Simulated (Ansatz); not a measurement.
Consider Al2N.

Input

```
crystal:
  lattice:
    - [3.0504936693, 0.0, 0.0]
    - [-1.5252468347, 2.6418050117, 0.0]
    - [0.0, 0.0, 10.357701185]
  atoms:
    - { symbol: Al, position: [0.0, 0.0, 0.3677877151] }
    - { symbol: Al, position: [0.0, 0.0, 0.6322122849] }
    - { symbol: Al, position: [0.6666666667, 0.3333333333, 0.1170793654] }
    - { symbol: Al, position: [0.3333333333, 0.6666666667, 0.8829206346] }
    - { symbol: "N", position: [0.6666666667, 0.3333333333, 0.2994193839] }
    - { symbol: "N", position: [0.3333333333, 0.6666666667, 0.7005806161] }
basis:
  ecutwfc: 420
kpoints:
  mp_grid: { grid: [12, 12, 4] }
hamiltonian:
  xc: pbe
scf:
  occupations: { method: gaussian, width: 0.1 }
output:
  forces: true
  stress: true
  eigenvalues: true
  write_density: true
  write_potential: true
  elf: true
  volumetric_format: npy
relax:
  adjacent_minimum: "off"
  f_tol: 0.01
  max_steps: 80
  cell: { stress_tol: 0.05 }
```

Run with:

```sh
ansatz run input.yaml --threads 1 --pin off --max-ram 2560MiB --backend cpu --events-out ev --progress --plain --runs-dir out
```

Below, planes, directions and counts refer to the conventional cell (a = 3.08 Å, b = 3.08 Å, c = 9.95 Å, α = 90.00°, β = 90.00°, γ = 120.00°).

The fields are those of the relaxed geometry.

Space group P-3m1; a generated structure, not necessarily the stable one.

Theory: DFT PBE, scalar-relativistic, plane waves, PAW in Ansatz.

### What can the converged valence pseudo-density and electron localisation function tell about the bonding?

Al–N (1.87 Å): the density is about 0.7 e/Å³ at the midpoint; the ELF peaks at about 0.85 between the atoms.
Al–N (1.92 Å): the density is about 0.64 e/Å³ at the midpoint; the ELF peaks at about 0.90 between the atoms.

### Metal or insulator at this level of theory?

It is gapless in this calculation (a metal or semimetal).

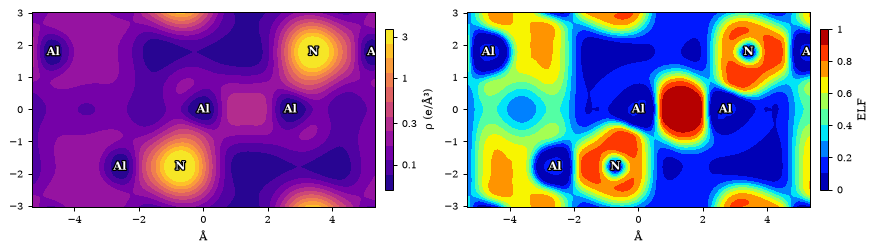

Computed valence pseudo-density and electron localisation function on the (110) plane of the conventional cell, in this order. 

Core electrons are frozen (PAW), and the valence fields are smoothed inside the atomic spheres.
